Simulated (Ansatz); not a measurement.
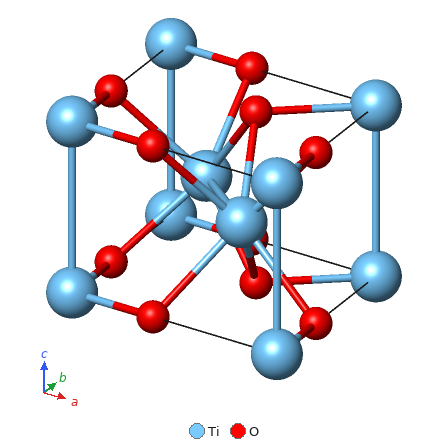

System: TiO, space group P-62m (No. 189). The picture shows the conventional cell.

Starting cell:
```xyz
6
Lattice="4.9584 0.0000 0.0000 -2.4792 4.2941 0.0000 0.0000 0.0000 2.8360" Properties=species:S:1:pos:R:3 pbc="T T T"
Ti    2.4792    1.4314    1.4180
Ti    0.0000    2.8628    1.4180
Ti    0.0000    0.0000    0.0000
O     1.5007    2.5992    0.0000
O     1.9571    0.0000    0.0000
O    -0.9786    1.6949    0.0000
```

Computed with Ansatz 0.2.0: third-order Birch-Murnaghan fit to density functional energies at scaled volumes of the given relaxed cell, shape and atoms relaxed at each volume; energies count from the fitted minimum; plane waves with PAW datasets, Γ-centred k mesh. Level: PBEsol, no spin polarisation.

wave cutoff 420 eV; k mesh 12×12×12; occupations Gaussian; smearing width 0.1 eV.

Predict the energy above the minimum against volume. The volume takes the values 9.460, 9.762, 10.064, 10.366, 10.668 Å³/atom.

A third-order Birch–Murnaghan fit gives V0 = 10.06 Å³/atom, B0 = 237 GPa and B′ = 4.4. The energy above the minimum is 29.9 meV/atom at volume 9.460 Å³/atom and 24.2 meV/atom at 10.668 Å³/atom; the lowest computed point is at volume 10.064 Å³/atom (0.0 meV/atom), and no other minimum shows. The solid is metallic at every point.

```json
{"volume (Å³/atom)": "9.460", "energy above the minimum (meV/atom)": "29.9"}
{"volume (Å³/atom)": "9.762", "energy above the minimum (meV/atom)": "7.0"}
{"volume (Å³/atom)": "10.064", "energy above the minimum (meV/atom)": "0.0"}
{"volume (Å³/atom)": "10.366", "energy above the minimum (meV/atom)": "6.4"}
{"volume (Å³/atom)": "10.668", "energy above the minimum (meV/atom)": "24.2"}
```

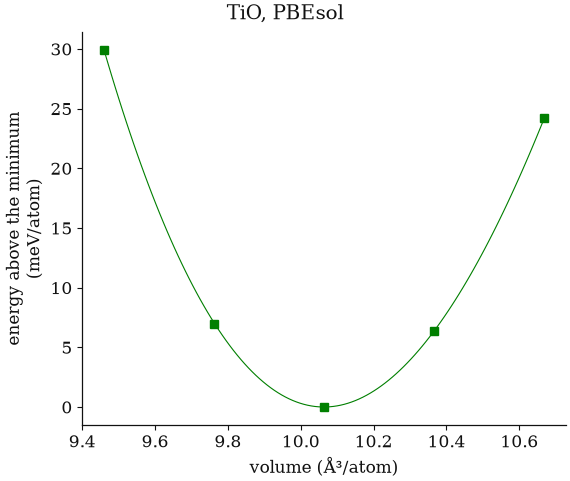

Keep in mind: no spin polarisation, a magnetic state may lie lower.
